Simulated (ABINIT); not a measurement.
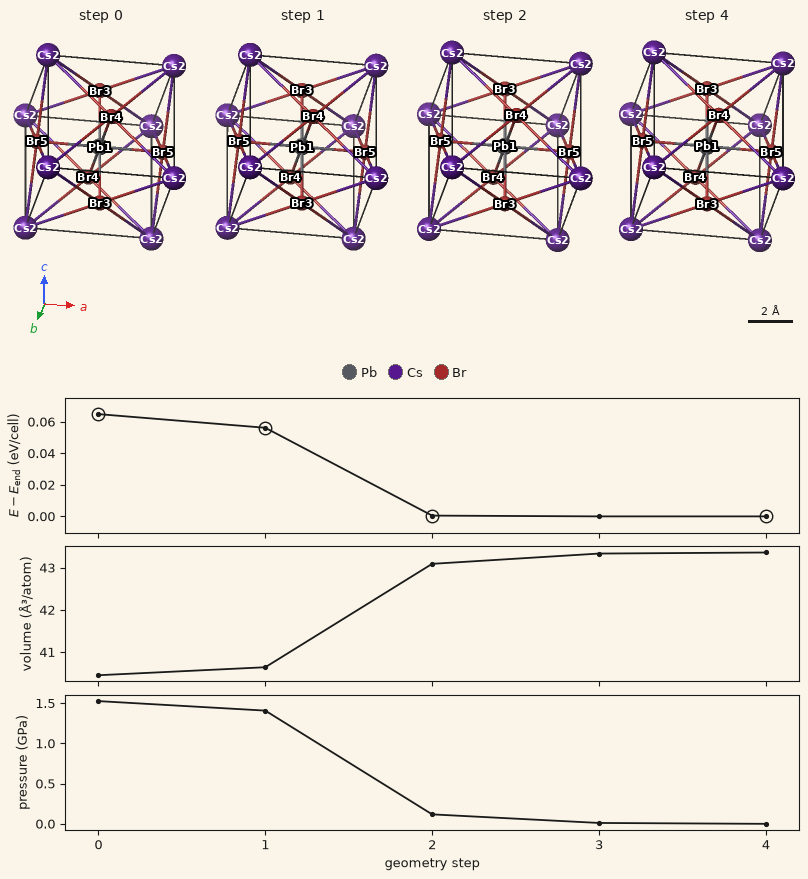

Frames of a relaxation of crystalline CsPbBr$_{3}$ (set up in Pm-3m), marked on the history of the run. The picture is a ball-and-stick view of the cell of the calculation, seen from a free direction.

The run lets cell and atoms move.

Computed with Kohn-Sham DFT of a periodic cell, PBE, SPMS NC PBE v1.0 (ABINIT 10.8.3).

Input
```
# Pseudopotentials
pp_dirpath "./"
pseudos "82_Pb_14_3.0_3.1_pbe_n_v1.0.psp8, 55_Cs_9_2.2_2.5_pbe_n_v1.0.psp8, 35_Br_7_2.1_2.2_pbe_n_v1.0.psp8"

# Structure
acell 3*1.0
rprim
    11.0926923516     0.0000000000     0.0000000000
     0.0000000000    11.0926923516     0.0000000000
     0.0000000000     0.0000000000    11.0926923516
ntypat 3
znucl 82 55 35
natom 5
typat 1 2 3 3 3
chkprim 0
chksymtnons 0
tolsym 1.0e-6
xred
            1/2            1/2            1/2
            0.0            0.0            0.0
            1/2            1/2            0.0
            1/2            0.0            1/2
            0.0            1/2            1/2

# Plane-wave basis
ecut 18.0
ecutsm 0.5

# k points
kptopt 1
ngkpt 4 4 4
nshiftk 1
shiftk 0.0 0.0 0.0

# Exchange and correlation
ixc 11

# Bands and occupations
nband 27
occopt 3
tsmear 0.05 eV

# SCF cycle
nstep 80
tolvrs 1.0e-12

# Output
iomode 3
prteig 0
prtebands 0
prtwf 0
prtden 0

# Relaxation
ionmov 2
optcell 2
ntime 50
tolmxf 2.0e-5
dilatmx 1.08
```

Command:
```bash
abinit run.abi > log 2>&1
```

Question: What happens along the run?

Answer: Over 4 geometry steps the energy falls by 64.9 meV per cell of the calculation. All forces vanish by symmetry, so only the cell relaxes. The pressure goes from 1.53 to 0.00 GPa. The atoms keep their places relative to the cell (all moves are under 0.005 Å). Cell: a = b = c 5.870 → 6.007 Å (+2.3 %). Volume +7.2 %. Among the contacts that change: Cs2–Br3 4.151 → 4.248 Å, Pb1–Br3 2.935 → 3.004 Å. The space group stays Pm-3m (No. 221). The run took 5.8 min on 1 thread of Arm Neoverse V1, with other jobs on the host, peak memory 0.11 GiB. From step 0 to 1: volume +0.5 %, energy −8.7 meV per cell of the calculation. From step 1 to 2: volume +6.0 %, energy −55.7 meV per cell of the calculation. From step 2 to 4: volume +0.6 %, energy −0.5 meV per cell of the calculation.
